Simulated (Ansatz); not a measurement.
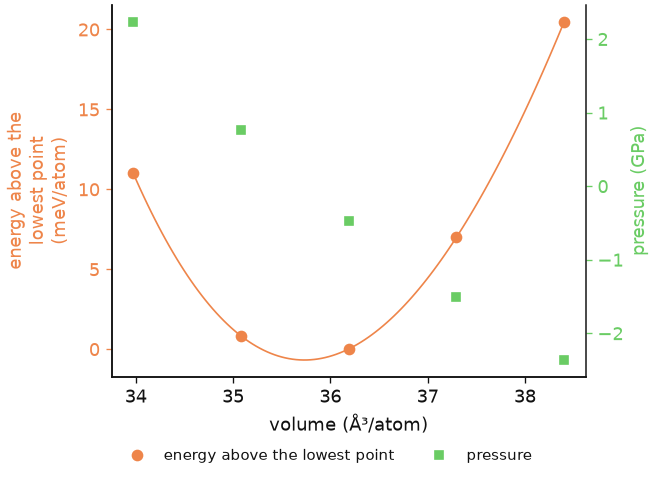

Figure. Energy above the lowest point and pressure against volume for HgTe, space group F-43m (No. 216) (one of a set of cubic test structures, which need not be the stable phase).

A third-order Birch–Murnaghan fit gives V0 = 35.73 Å³/atom, B0 = 39.1 GPa and B′ = 4.9. The energy above the lowest point is 11.0 meV/atom at volume 33.97 Å³/atom and 20.5 meV/atom at 38.40 Å³/atom; the lowest computed point is at volume 36.19 Å³/atom (0.0 meV/atom). The pressure falls from 2.236 GPa at volume 33.97 Å³/atom to −2.365 GPa at 38.40 Å³/atom, and changes sign near 35.8 Å³/atom.

Calculation (Ansatz 0.2.0 development build): equation of state of a cubic crystal from periodic Kohn-Sham density functional theory without spin, third-order Birch-Murnaghan fit to the free energies; pressure corrected for the finite basis. Level: HSE06, no spin-orbit coupling.

```csv
setting,value
structure type,zinc blende
atoms in cell,2
space group number,216
lattice centring,face-centred primitive
k mesh,4×4×4
occupation method,Fermi–Dirac
occupation width,0.1 eV
wave cutoff,690 eV
datasets,hand-made PAW
density tolerance,0 eV
bands,22
density cutoff ratio,4
search for lower states,default
exchange singularity,regularized
```

Caveats: coarse k-mesh, values are not converged in k.
